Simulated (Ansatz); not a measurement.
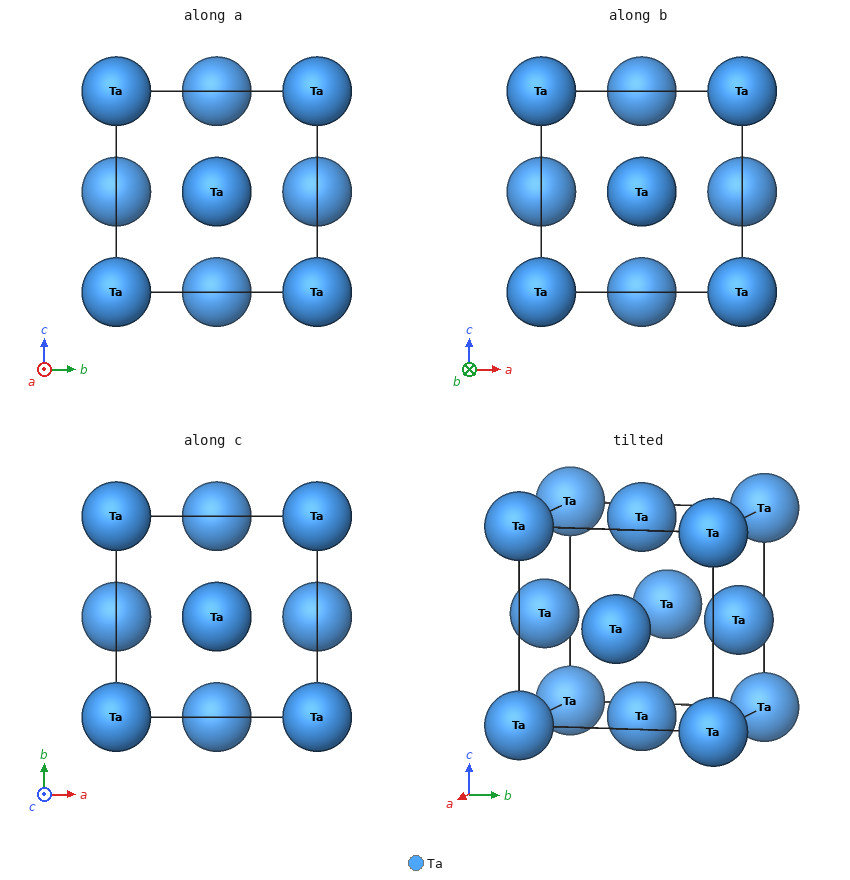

Spheres-only representation of a periodic structure, projected along the a axis, along the b axis, along the c axis and slightly off an axis. The edges of the conventional unit cell are marked.

Lattice parameters: a = 4.2003 Å, b = 4.2003 Å, c = 4.2003 Å, α = 90.000°, β = 90.000°, γ = 90.000°.

**Transcribe the picture into a CIF in P1 with every atom of the cell.**

```cif
data_structure
_symmetry_space_group_name_H-M 'P 1'
_symmetry_Int_Tables_number 1
_cell_length_a 4.2003
_cell_length_b 4.2003
_cell_length_c 4.2003
_cell_angle_alpha 90.000
_cell_angle_beta 90.000
_cell_angle_gamma 90.000
_cell_volume 74.10
loop_
_atom_site_label
_atom_site_type_symbol
_atom_site_fract_x
_atom_site_fract_y
_atom_site_fract_z
_atom_site_occupancy
Ta1 Ta 0.0000 0.0000 0.0000 1
Ta2 Ta 0.0000 0.5000 0.5000 1
Ta3 Ta 0.5000 0.0000 0.5000 1
Ta4 Ta 0.5000 0.5000 0.0000 1
```

Provenance: a structure type filled with this element by a generator (whether the element takes this form wasn't checked). The cell was then strained or its atoms displaced on purpose. It was the input of a calculation with Ansatz.
